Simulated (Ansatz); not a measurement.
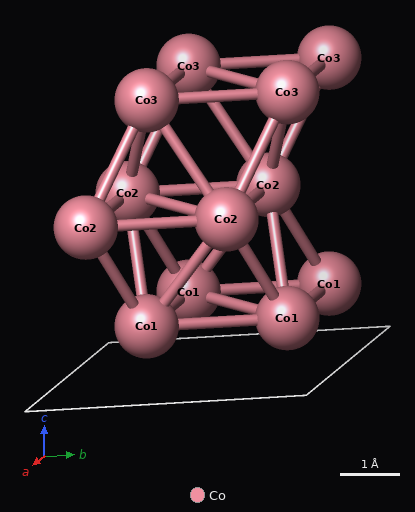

This is the input geometry for a constrained relaxation of a slab of composition Co (cut from the P6_3/mmc phase). Style: ball-and-stick. Shown: the 2 × 2 repeat of the cell, outlined in the plane, without the vacuum, slightly off an axis.

Case: clean slab, lower half held. The slab is the (0 0 1) face of Co. 1 atoms are held fixed.

These are results of Ansatz, DFT PBEsol, scalar-relativistic, plane waves, PAW, not measurements.

The input:
```yaml
crystal:
  lattice:
    - [2.4558559422, 0.0, 0.0]
    - [-1.2279279711, 2.1268336339, 0.0]
    - [0.0, 0.0, 20.9681373182]
  atoms:
    - { symbol: Co, position: [0.3333333333, 0.6666666667, 0.4053769713], spin: 1.79 }
    - { symbol: Co, position: [0.6666666667, 0.3333333333, 0.5], spin: 1.79 }
    - { symbol: Co, position: [0.3333333333, 0.6666666667, 0.5946230287], spin: 1.79 }
basis:
  ecutwfc: 420
kpoints:
  mp_grid: { grid: [12, 12, 1] }
hamiltonian:
  xc: pbesol
scf:
  occupations: { method: gaussian, width: 0.1 }
output:
  forces: true
  eigenvalues: true
  populations: true
magnetization:
  spin_polarized: true
relax:
  adjacent_minimum: "off"
  f_tol: 0.03
  max_steps: 70
  constraints: [{ sites: [0] }]
efield:
  axis: 3
  dipole_correction: true
```

Predict the outcome.

After 2 geometry steps the energy has fallen by 5.7 meV per cell of the calculation. The largest force component goes from 0.19 to 0.0057 eV/Å. Co3 moves most: 0.059 Å along the normal (−c). The cell doesn't change. Near-neighbour distances that change, for instance: Co1–Co2 2.439 → 2.415 Å. The run took of the order of 50 core-seconds on a shared host.

After the run, drawn alike:

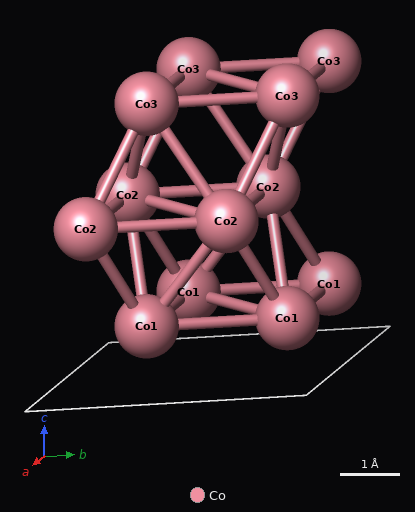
